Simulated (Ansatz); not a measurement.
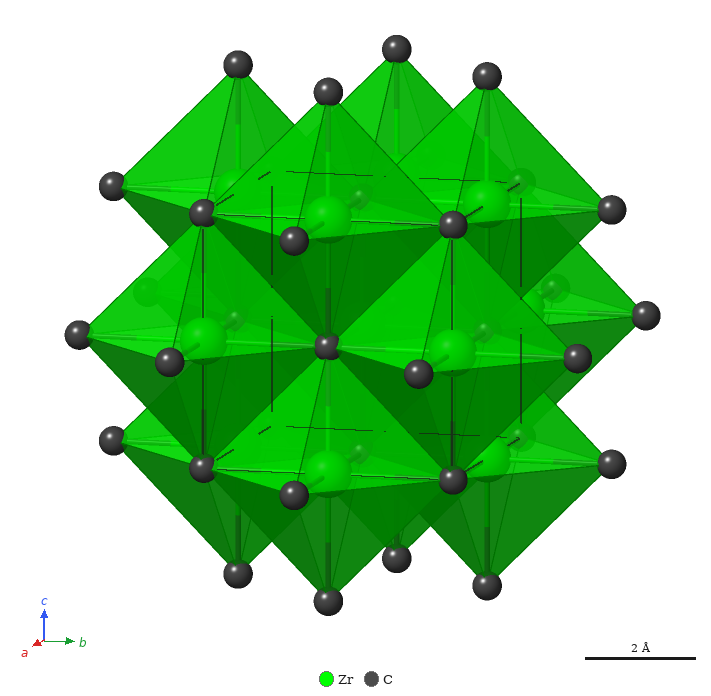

Structure drawing (polyhedral), viewed slightly off an axis. Lines trace the edges of the conventional unit cell. Some neighbours outside the box are added.

ZrC, rock salt (NaCl type), space group Fm-3m (No. 225), a = 4.709 Å, b = 4.709 Å, c = 4.709 Å, α = 90.00°, β = 90.00°, γ = 90.00°. Provenance: a structure type filled with these elements by a generator (whether the compound takes this form wasn't checked). Earlier steps of the study may have refined or changed the cell and positions. Ansatz was used for an electronic-structure calculation on it.

This one geometry was computed with Ansatz (DFT, plane waves, PAW) at three levels of theory: PBE, r2SCAN and LDA.

Question: Which level gives the highest pressure at this volume, and what does that say about its equilibrium volume?

Answer: Highest: PBE (0.0 GPa) and r2SCAN (0.4 GPa), which points to the largest equilibrium volume. Lowest, with the smallest volume: LDA (-9.7 GPa). Levels within 0.5 GPa of each other can't be told apart.

Question: How does the band gap change with the level of theory?

Answer: All levels give a metal.

Question: Collect the results in a table.

Answer:
| level | cutoff (eV) | k-mesh of the run's cell | gap (eV) | pressure (GPa) |
| --- | --- | --- | --- | --- |
| PBE | 420 | 20×20×20 | metal | 0.0 |
| r2SCAN | 500 | 20×20×20 | metal | 0.4 |
| LDA | 420 | 20×20×20 | metal | -9.7 |

Gaps are taken on the k-mesh or band path of each run.
